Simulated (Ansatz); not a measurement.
## Geometry relaxation of C (part 2 of 2)

Continued. System: C (P6₃/mmc, 4 atoms in the cell). Method: DFT, r2SCAN, plane waves, PAW, no spin polarisation (Ansatz 0.2.0); cutoff 500 eV, 12×12×6 k-mesh, Fermi–Dirac smearing of 0.02 eV. The structure was built on a prototype by a generator. The geometry comes from this level: PBE.

Geometry of the input (Å; fractional positions):
```
2.5115  0.0000  0.0000
-1.2558  2.1751  0.0000
0.0000  0.0000  4.1804
C  0.3333  0.6667  0.0002
C  0.6667  0.3333  0.5002
C  0.3333  0.6667  0.3748
C  0.6667  0.3333  0.8748
```

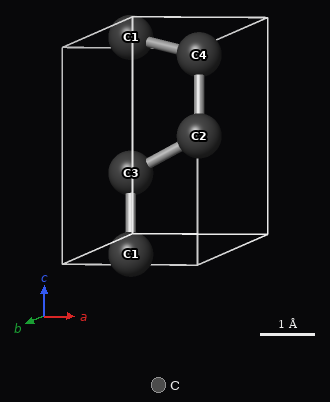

Figure 1. The geometry at step 4 of the log (ball-and-stick view of the cell of the calculation, seen at an oblique angle; atoms are numbered from 1 in the order of the input).

```
basis re-selected at this cell: Δ(F+E_penalty+E_count) = +9.918e-5 eV, ΔP = +0.006 GPa vs the last step (what re-selecting the basis moved, of the pressure what is left beyond the Pulay correction that the steps carried, after the strain that the cell walked since its last selection, with what the two solves' SCF thresholds leave and, on support functions, any second-order correction that the steps lacked; it is no measure of the basis error at this ecutwfc). This SCF's stress stands 9.86e-3 GPa from its target on what of the cell is left free (relax.cell.stress_tol is 5.00e-2 GPa) and its largest allowed force component is 8.71e-4 eV/Å (relax.f_tol is 5.00e-3 eV/Å): within both
SCF converged after 4 iterations
Free energy (F): -1006.112737 eV
Harris-Foulkes:  -1006.112737 eV  (|F-HF|=0.00e0)
Internal energy: -1006.112737 eV  (E = F + TS)
E sigma→0 (E₀):  -1006.112737 eV
Fermi energy:    15.440977 eV
--- Per-component energies (eV) ---
  E_band       = 61.115979
  E_kinetic    = 368.782859
  E_local      = -243.726205  (includes V_loc(G=0)·N_el)
  E_nonlocal   = 105.192367
  E_hartree    = 54.157646
  E_xc         = -191.868323
  E_vxc        = -265.142223  (∫ρ·V_xc dr)
  E_paw        = -402.897462  (= ΣΔE_a)
  E_vpaw       = -26.297483  (= ΣTr[D̂ρ^β])
  E_aug_tail   = 0.000017  (compensation charges beyond the density's cutoff)
  E_vtau       = 13.991365  (kinetic-family band-sum trace: ∫τ·v_τ [+ j·A + Jᵃ·Aᵃ] dr)
  E_ewald      = -695.654542
  E_core_change = -0.099095  (= ΣΔE_core)
  E_smearing   = -0.000000  (= −TS)
  E_closure    = -0.000000  (closes the sum)
  Σ components = -1006.112737   (vs F -1006.112737, Δ=0.00e0)
--- Forces (eV/Å), atoms counted from 1 ---
  atom   1  C      0.00000000     0.00000000     0.00087104
  atom   2  C     -0.00000000    -0.00000000     0.00087104
  atom   3  C      0.00000000     0.00000000    -0.00087104
  atom   4  C     -0.00000000    -0.00000000    -0.00087104
  max |Σ_I F_I| component: 4.63e-17 eV/Å
--- Stress (GPa, compression-positive) ---
        0.009865      -0.000000       0.000000
       -0.000000       0.009865       0.000000
        0.000000       0.000000      -0.001518
  P = ⅓ Tr σ = 0.0061 GPa (0.061 kbar)
--- Band table (eV; the first three rows and the last of 76) ---
  k-point 0: bands = ["-9.3943", "-3.6519", "-0.7349", "10.3716", "10.3716", "13.1435", "13.6429", "13.6429", "18.8837", "18.8837", "19.2642", "22.1065"]
  k-point 1: bands = ["-9.1981", "-4.7510", "0.7010", "10.5273", "10.5273", "11.8452", "13.2991", "13.2991", "19.2608", "19.2608", "19.9984", "22.0874"]
  k-point 2: bands = ["-8.6121", "-6.3261", "3.2682", "9.1617", "10.9796", "10.9796", "12.5225", "12.5225", "20.1685", "20.1685", "21.0753", "21.9968"]
  k-point 75: bands = ["-0.9040", "-0.9040", "0.3922", "0.3922", "3.6732", "3.6732", "9.0800", "9.0800", "21.4160", "21.4160", "23.2552", "23.2552"]
--- Relaxed structure (5 steps of the walk, 5 accepted, 1 SCFs on fresh bases) ---
  F+E_penalty+E_count = -1006.11273734 eV   max|allowed force component| = 8.710e-4 eV/Å   (the final SCF, on the basis selected at the relaxed cell)
  cell:  # Å, volume = 22.6224 Å³
    - [2.503195354655115, 2.8771651731360163e-11, 3.248397140436807e-30]
    - [-1.2515976773524748, 2.1678307677521413, 2.4485671761859573e-19]
    - [-2.2703944228091835e-33, 4.70612226377014e-19, 4.168869274320068]
  atoms:
    - { symbol: C, position: [0.33333333333333337, 0.6666666666666667, 0.00023131591984745746] }
    - { symbol: C, position: [0.6666666666666667, 0.3333333333333333, 0.5002313159198475] }
    - { symbol: C, position: [0.33333333333333337, 0.6666666666666667, 0.3747686840801525] }
    - { symbol: C, position: [0.6666666666666667, 0.3333333333333333, 0.8747686840801523] }
```

## Trajectory as extended XYZ (Å, eV, eV/Å), 6 frames, from step=1 to step=6
```
4
Lattice="2.5115 0.0000 0.0000 -1.2558 2.1751 0.0000 0.0000 0.0000 4.1804" Properties=species:S:1:pos:R:3:forces:R:3 step=1 energy=-1006.10991 pressure_GPa=-4.17
C     0.0000    1.4500    0.0010    0.0000   0.0000  -0.0110
C     1.2558    0.7250    2.0912    0.0000   0.0000  -0.0110
C     0.0000    1.4500    1.5667    0.0000   0.0000   0.0110
C     1.2558    0.7250    3.6569    0.0000   0.0000   0.0110
4
Lattice="2.5061 0.0000 0.0000 -1.2531 2.1704 0.0000 0.0000 0.0000 4.1740" Properties=species:S:1:pos:R:3:forces:R:3 step=2 energy=-1006.11238 pressure_GPa=-1.60
C     0.0000    1.4469    0.0012    0.0000   0.0000  -0.0178
C     1.2531    0.7235    2.0882    0.0000   0.0000  -0.0178
C     0.0000    1.4469    1.5641    0.0000   0.0000   0.0178
C     1.2531    0.7235    3.6511    0.0000   0.0000   0.0178
4
Lattice="2.5035 0.0000 0.0000 -1.2518 2.1681 0.0000 0.0000 0.0000 4.1673" Properties=species:S:1:pos:R:3:forces:R:3 step=3 energy=-1006.11282 pressure_GPa=0.07
C     0.0000    1.4454    0.0009    0.0000   0.0000   0.0090
C     1.2518    0.7227    2.0845    0.0000   0.0000   0.0090
C     0.0000    1.4454    1.5619    0.0000   0.0000  -0.0090
C     1.2518    0.7227    3.6455    0.0000   0.0000  -0.0090
4
Lattice="2.5029 0.0000 0.0000 -1.2514 2.1675 0.0000 0.0000 0.0000 4.1694" Properties=species:S:1:pos:R:3:forces:R:3 step=4 energy=-1006.11283 pressure_GPa=0.05
C     0.0000    1.4450    0.0011    0.0000   0.0000  -0.0081
C     1.2514    0.7225    2.0858    0.0000   0.0000  -0.0081
C     0.0000    1.4450    1.5625    0.0000   0.0000   0.0081
C     1.2514    0.7225    3.6472    0.0000   0.0000   0.0081
4
Lattice="2.5032 0.0000 0.0000 -1.2516 2.1678 0.0000 0.0000 0.0000 4.1689" Properties=species:S:1:pos:R:3:forces:R:3 step=5 energy=-1006.11284 pressure_GPa=0.00
C     0.0000    1.4452    0.0010    0.0000   0.0000   0.0009
C     1.2516    0.7226    2.0854    0.0000   0.0000   0.0009
C     0.0000    1.4452    1.5624    0.0000   0.0000  -0.0009
C     1.2516    0.7226    3.6468    0.0000   0.0000  -0.0009
4
Lattice="2.5032 0.0000 0.0000 -1.2516 2.1678 0.0000 0.0000 0.0000 4.1689" Properties=species:S:1:pos:R:3:forces:R:3 step=6 energy=-1006.11274 pressure_GPa=0.01
C     0.0000    1.4452    0.0010    0.0000   0.0000   0.0009
C     1.2516    0.7226    2.0854    0.0000   0.0000   0.0009
C     0.0000    1.4452    1.5624    0.0000   0.0000  -0.0009
C     1.2516    0.7226    3.6468    0.0000   0.0000  -0.0009
```

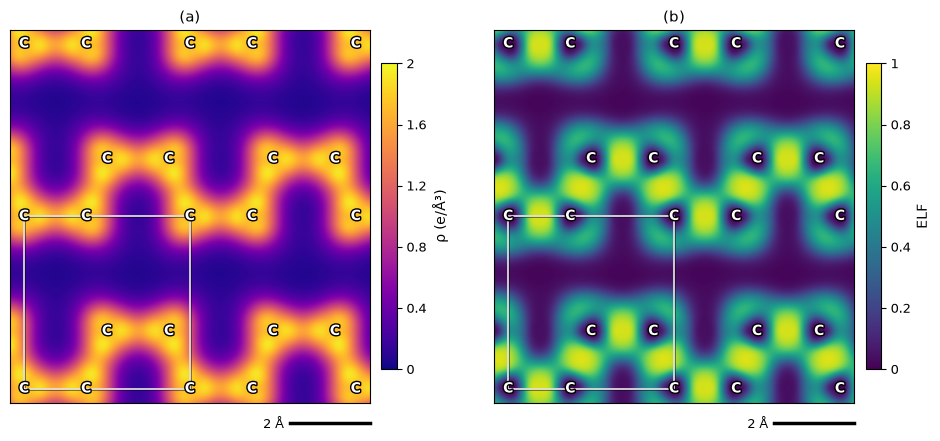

Figure 2. (a) valence charge density (pseudo); (b) ELF on the (110) plane of the conventional cell. The plane passes through C nuclei. Away from the nuclei the density in this plane falls to 0.07 e/Å³ at its lowest. In a PAW calculation such maps are meaningful between the atoms, not at the nuclei.

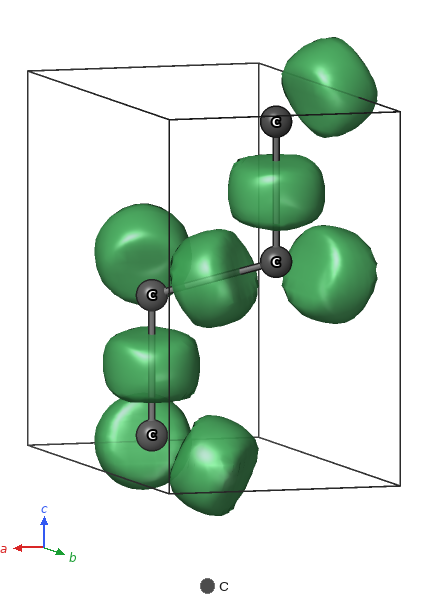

Figure 3. Isosurface of the ELF at 0.7 (green), seen at an oblique angle. Core shells and regions of very low density are left out. Sticks mark near contacts. The outline is the cell set on symmetry axes.

## Key numbers

```json
{"quantity": "outcome", "value": "converged"}
{"quantity": "space group (tolerance 0.01 Å)", "value": "P6₃/mmc (194)"}
{"quantity": "electrons treated", "value": "16"}
{"quantity": "free energy", "value": "−1006.1127 eV"}
{"quantity": "Fermi energy", "value": "15.441 eV"}
{"quantity": "gap on the k-point mesh", "value": "3.60 eV"}
{"quantity": "pressure", "value": "0.01 GPa"}
{"quantity": "final volume", "value": "22.62 Å³"}
{"quantity": "largest force (length of the vector) at the end", "value": "0.001 eV/Å"}
{"quantity": "final cell", "value": "a = 2.503 Å, b = 2.503 Å, c = 4.169 Å, α = 90.00°, β = 90.00°, γ = 120.00°"}
{"quantity": "wall time", "value": "12 s (CPU time 23 s)"}
{"quantity": "peak memory", "value": "0.36 GiB"}
```
